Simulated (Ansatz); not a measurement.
## Electronic structure of Zn9O8 (cell with a defect) in real space

Input

```
crystal:
  lattice:
    - [-3.219, -5.575472, 0.0]
    - [4.8285, -2.787736, 0.0]
    - [0.0, 0.0, 5.1489]
  atoms:
    - { symbol: Zn, position: [0.5, 0.3333333, 0.0] }
    - { symbol: Zn, position: [0.5, 0.6666667, 0.5] }
    - { symbol: O, position: [0.5, 0.3333333, 0.3816] }
    - { symbol: O, position: [0.5, 0.6666667, 0.8816] }
    - { symbol: Zn, position: [0.25, 0.8333333, 0.0] }
    - { symbol: Zn, position: [0.25, 0.1666667, 0.5] }
    - { symbol: O, position: [0.25, 0.8333333, 0.3816] }
    - { symbol: O, position: [0.25, 0.1666667, 0.8816] }
    - { symbol: Zn, position: [0.0, 0.3333333, 0.0] }
    - { symbol: Zn, position: [0.0, 0.6666667, 0.5] }
    - { symbol: O, position: [0.0, 0.3333333, 0.3816] }
    - { symbol: O, position: [0.0, 0.6666667, 0.8816] }
    - { symbol: Zn, position: [0.75, 0.8333333, 0.0] }
    - { symbol: Zn, position: [0.75, 0.1666667, 0.5] }
    - { symbol: O, position: [0.75, 0.8333333, 0.3816] }
    - { symbol: O, position: [0.75, 0.1666667, 0.8816] }
    - { symbol: Zn, position: [0.8739145, 0.4276806, 0.6817474] }
basis:
  ecutwfc: 420.0
kpoints:
  mp_grid: { grid: [2, 2, 2] }
hamiltonian:
  xc: lda
  pseudopotentials: { kind: paw, azcp: { folder: soft_1 } }
scf:
  occupations: { method: gaussian, width: 0.05 }
  lower_state_search: "off"
relax:
  f_tol: 0.03
  max_steps: 60
  adjacent_minimum: "off"
output:
  write_density: true
  write_potential: true
  elf: true
  volumetric_format: npy
```

Launched as:

```sh
ansatz run input.yaml --threads 2 --pin off --max-ram 5120MiB --backend cpu --events-out ev --progress --plain --runs-dir out
```

The fields are those of the run's last geometry, not of the input's.

PAW files of the earlier set (soft_1).

All numbers below come from DFT LDA, scalar-relativistic, plane waves, PAW (Ansatz 0.2.0).

In a PAW calculation such maps are meaningful between the atoms, not at the nuclei.

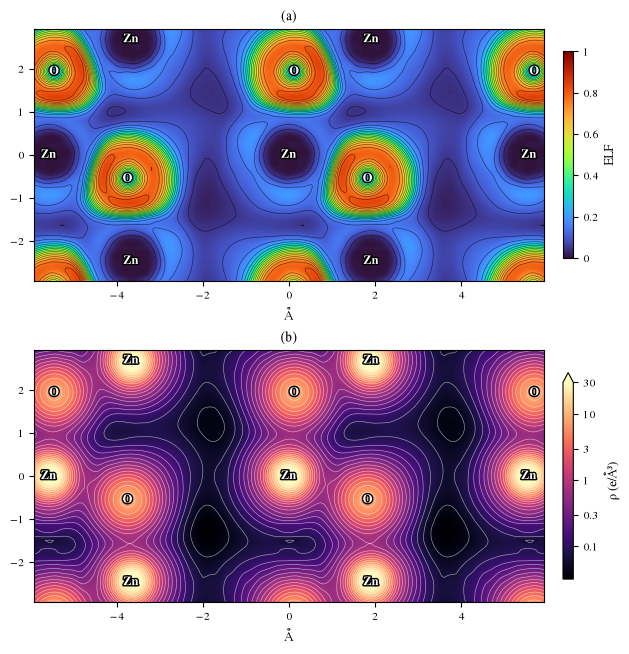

Figure 1. (a) electron localisation function; (b) valence pseudo-density on the (100) plane of the calculation cell.

Describe what can be read from this map.

- Atoms in the plane: Zn and O.
- Zn–O (1.91 Å): ρ is about 0.7 e/Å³ halfway; the ELF peaks at about 0.85 in the valence shell of O, 0.6 Å from its nucleus, and is about 0.25 at the midpoint; no shared electron pair shows on this line.
- Between the atoms the lowest density in this plane is 0.03 e/Å³.

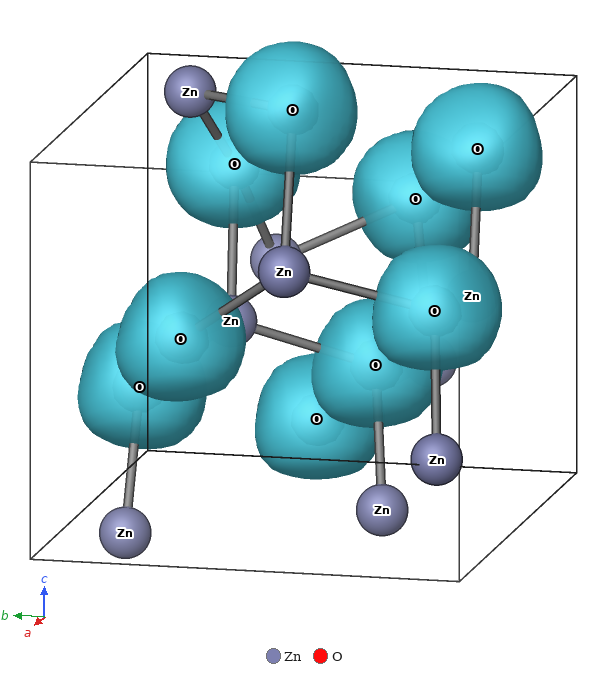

Figure 2. Isosurface of the ELF at 0.65 (cyan), seen at an oblique angle. Core shells and regions of very low density are left out. Sticks mark near contacts.

What do the ELF domains correspond to?

The ELF exceeds this value in eight regions wrapped around O (the valence shell of each), counted in one cell of 17 atoms. Any copies at cell faces, edges or corners count once. Along the contacts the grid gives the following. Zn–O (1.87 Å): the ELF peaks at about 0.80 in the valence shell of O, 0.6 Å from its nucleus, and is about 0.30 at the midpoint: no shared electron pair shows on this line.
